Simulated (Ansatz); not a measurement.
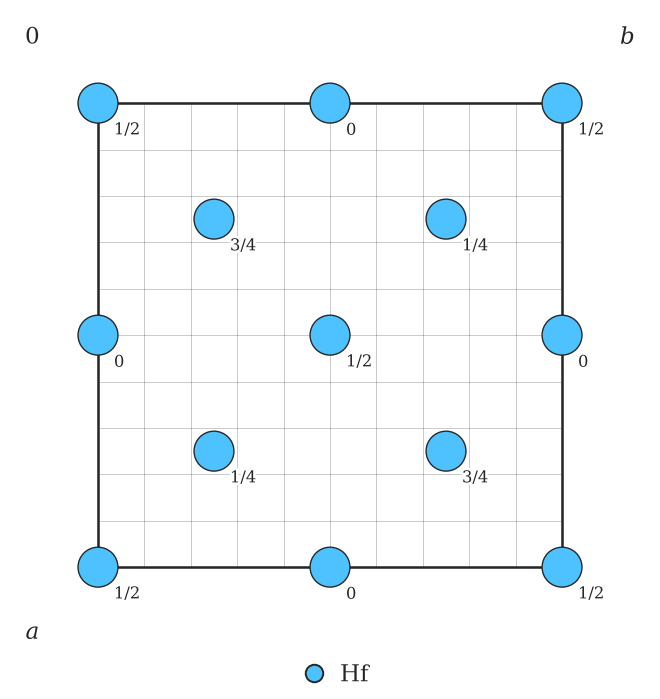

Plan of a unit cell projected along c (a down the page, b across); the numbers are heights as fractions of c, and atoms on the cell's edges are repeated. The grid marks tenths of a and b. Source: coordinates from a relaxation with Ansatz, DFT, PBE, plane waves (420 eV) with PAW, scalar-relativistic; the starting structure was generated, so it need not be a known form of this composition. Symmetry computed with spglib at a tolerance of 0.002 Å; standard conventional cell.

a = 6.551 Å, b = 6.551 Å, c = 6.551 Å, α = 90.00°, β = 90.00°, γ = 90.00°.

Question: What does the cell contain?

Answer: 8 Hf: Hf, Z = 8.

Question: Which space group?

Answer: Fd-3m (No. 227, origin choice 1), face-centred cubic.

Question: Give the independent sites, coordinates to two places.

Answer:
| atom | site | symmetry | x | y | z |
| --- | --- | --- | --- | --- | --- |
| Hf | 8b | -43m | 0.75 | 0.75 | 0.75 |
